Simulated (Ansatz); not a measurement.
System: Os, space group Fm-3m (No. 225) (one of a set of cubic test structures, which need not be the stable phase).

Method: equation of state of a cubic crystal from periodic Kohn-Sham density functional theory without spin, third-order Birch-Murnaghan fit to the free energies; pressure corrected for the finite basis (Ansatz 0.2.0 development build). Level: r2SCAN.

structure type fcc; atoms in cell 1; space group number 225; lattice centring face-centred primitive; k mesh 15×15×15; occupation method Fermi–Dirac; occupation width 0.1 eV; wave cutoff 500 eV; datasets soft-1 PAW; density tolerance 1e−07 eV; bands 12; density cutoff ratio 4; search for lower states default.

Describe the result: the energy above the lowest point and pressure against volume. The volume takes the values 13.20, 13.63, 14.06, 14.49, 14.92 Å³/atom.

A third-order Birch–Murnaghan fit gives V0 = 14.07 Å³/atom, B0 = 419 GPa and B′ = 4.7. The energy above the lowest point is 80.7 meV/atom at volume 13.20 Å³/atom and 59.4 meV/atom at 14.92 Å³/atom; the lowest computed point is at volume 14.06 Å³/atom (0.0 meV/atom), and no other minimum shows. The pressure falls from 31.4 GPa at volume 13.20 Å³/atom to −21.3 GPa at 14.92 Å³/atom, and changes sign near 14.07 Å³/atom.

```tsv
volume (Å³/atom)	energy above the lowest point (meV/atom)	pressure (GPa)
13.20	80.7	31.4
13.63	19.6	14.6
14.06	0.0	0.5
14.49	15.1	-11.4
14.92	59.4	-21.3
```

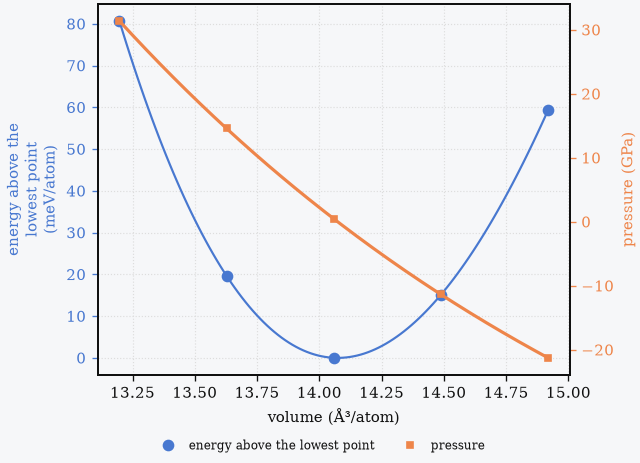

Note: cubic model structure, not the ambient form; modest k-mesh, values are not fully converged in k.
